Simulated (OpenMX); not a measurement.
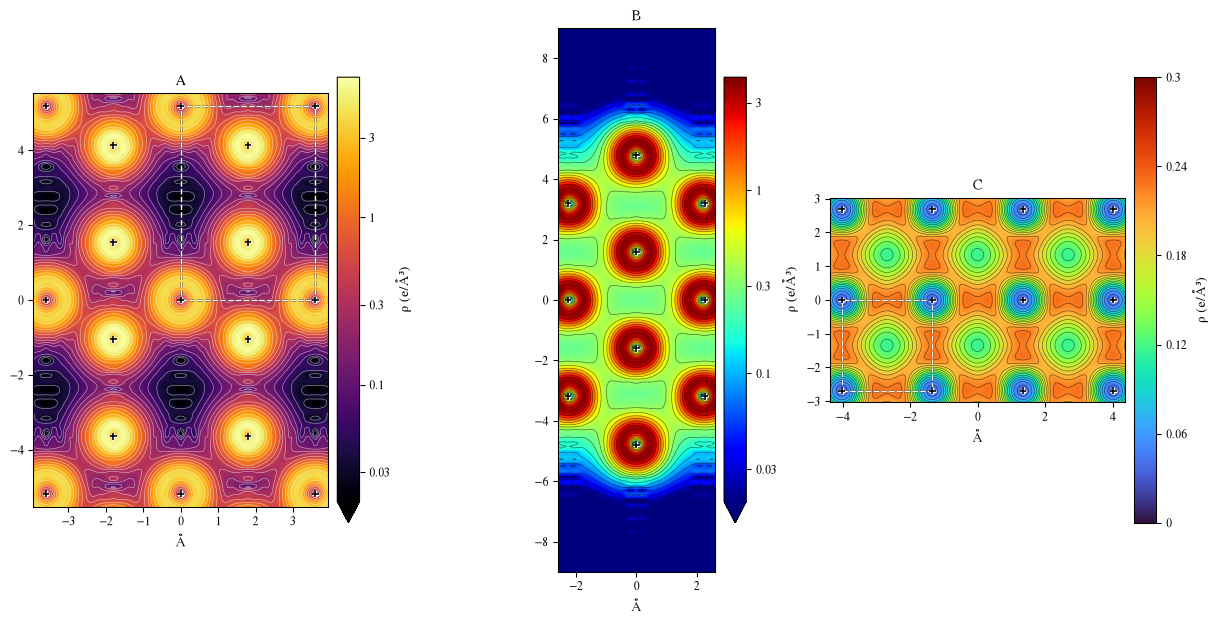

The valence pseudo-density of 3 systems, each on a plane through atoms (crosses mark nuclei in the plane).

The calculation used Kohn-Sham DFT of a periodic cell, PBE, OpenMX 2013 PBE set in OpenMX.

System 1: ZrO2, the (100) plane of the conventional cell. Space group P4₂/nmc; computed pressure about 10 GPa in this cell.

```
Zr O
1.0
     3.59610    0.00000    0.00000
     0.00000    3.59610    0.00000
     0.00000    0.00000    5.17700
Zr O
2 4
Direct
  0.50000 0.50000 0.50000
  0.00000 0.00000 0.00000
  0.50000 0.00000 0.79700
  0.50000 0.00000 0.29700
  0.00000 0.50000 0.70300
  0.00000 0.50000 0.20300
```

System 2: Al, the (010) plane of the conventional cell. Space group Pm-3m; a generated structure, not necessarily the stable one.

```
CELL_PARAMETERS angstrom
2.68497 0.00000 0.00000
0.00000 2.68497 0.00000
0.00000 0.00000 2.68497
ATOMIC_POSITIONS crystal
Al 0.00000 0.00000 0.00000
```

System 3: W (slab), the (11̄0) plane of the calculation cell, a cut from vacuum to vacuum. Not relaxed (largest force 1.9 eV/Å).

Q: Which map belongs to which system?

A: Panel A is system 1, ZrO2: the plane holds Zr and O. Zr–O (2.08 Å): ρ is about 0.66 e/Å³ halfway. Panel B is system 3, W: the plane holds W. W–W (2.77 Å): the density is about 0.39 e/Å³ at the midpoint. Panel C is system 2, Al: the plane holds Al. Al–Al (2.68 Å): the density is about 0.23 e/Å³ at the midpoint.
